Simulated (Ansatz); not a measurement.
## Electronic structure of W₁₄Se₂₇ (cell charge +1, with a compensating background) (cell with a defect) in real space

```
W Se
1.0
     1.63952   -8.51920    0.00000
     6.55808    5.67946    0.00000
     0.00000    0.00000   12.79282
W Se
14 27
Direct
  0.88966 0.51268 0.24748
  0.48732 0.37698 0.24748
  0.04618 0.23932 0.25101
  0.76068 0.80686 0.25101
  0.33333 0.66667 0.25306
  0.62302 0.11034 0.24748
  0.19314 0.95382 0.25101
  0.66667 0.33333 0.75066
  0.23808 0.19027 0.75006
  0.80973 0.04780 0.75006
  0.52418 0.61879 0.75007
  0.09461 0.47582 0.75007
  0.38121 0.90539 0.75007
  0.95220 0.76192 0.75006
  0.24643 0.19387 0.38073
  0.80613 0.05256 0.38073
  0.52616 0.60986 0.38156
  0.08370 0.47384 0.38156
  0.39014 0.91630 0.38156
  0.94744 0.75357 0.38073
  0.90504 0.52420 0.88176
  0.47580 0.38084 0.88176
  0.04779 0.23806 0.88172
  0.76194 0.80974 0.88172
  0.33333 0.66667 0.88130
  0.61916 0.09496 0.88176
  0.19026 0.95221 0.88172
  0.66667 0.33333 0.10918
  0.24023 0.19305 0.11981
  0.80695 0.04718 0.11981
  0.52111 0.61533 0.12061
  0.09422 0.47889 0.12061
  0.38467 0.90578 0.12061
  0.95282 0.75977 0.11981
  0.90408 0.52347 0.61866
  0.47653 0.38061 0.61866
  0.04780 0.23815 0.61834
  0.76185 0.80964 0.61834
  0.33333 0.66667 0.61868
  0.61939 0.09592 0.61866
  0.19036 0.95220 0.61834
```

Spin-polarised.

All numbers below come from Ansatz, DFT PBE+D3(BJ), scalar-relativistic, plane waves, PAW.

The density is the valence pseudo-density of a PAW calculation; it isn't the true density close to the nuclei.

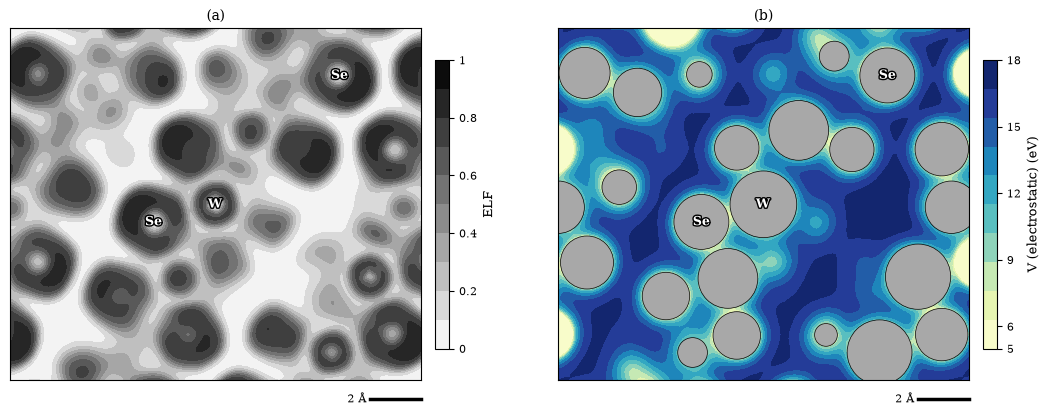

Figure 1. (a) electron localisation function; (b) electrostatic potential (local pseudopotential plus Hartree) felt by an electron on the (111) plane of the calculation cell. Grey discs cover the atomic cores in the potential map.

Q: Describe what can be read from this map.

A: The section cuts through W and Se sites. Atoms just off the plane (W, 0.3 Å away and Se, 0.3 Å away) can leave unmarked features too. The features right at W lie inside the PAW spheres, where the map follows smoothed inner orbitals and isn't to be read closely. Outside the cores the potential energy rises away from the atoms and is highest about 2.4 Å from the nearest atoms; its zero is arbitrary.

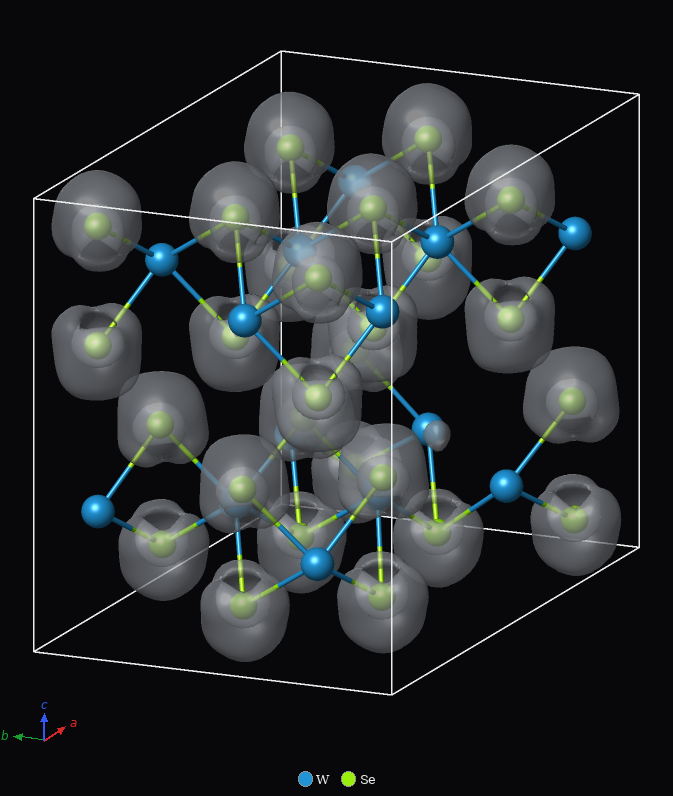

Figure 2. Isosurface of the ELF at 0.7 (grey), seen at an oblique angle. Core shells and regions of very low density are left out. Sticks mark near contacts.

Q: Describe the localisation domains.

A: At this value the surface marks out 27 regions wrapped around Se (the valence shell of each) and one pocket between the atoms, centred on no nucleus (multi-centre or interstitial), counted in one cell of 41 atoms. Any copies at cell faces, edges or corners count once. Along the contacts the grid gives the following. W–Se (2.51 Å): the ELF is about 0.50 at the midpoint. W–Se (2.55 Å): the ELF is about 0.55 at the midpoint.

Q: Metal or insulator at this level of theory?

A: It is metallic or semimetallic at this level of theory: no gap opens.
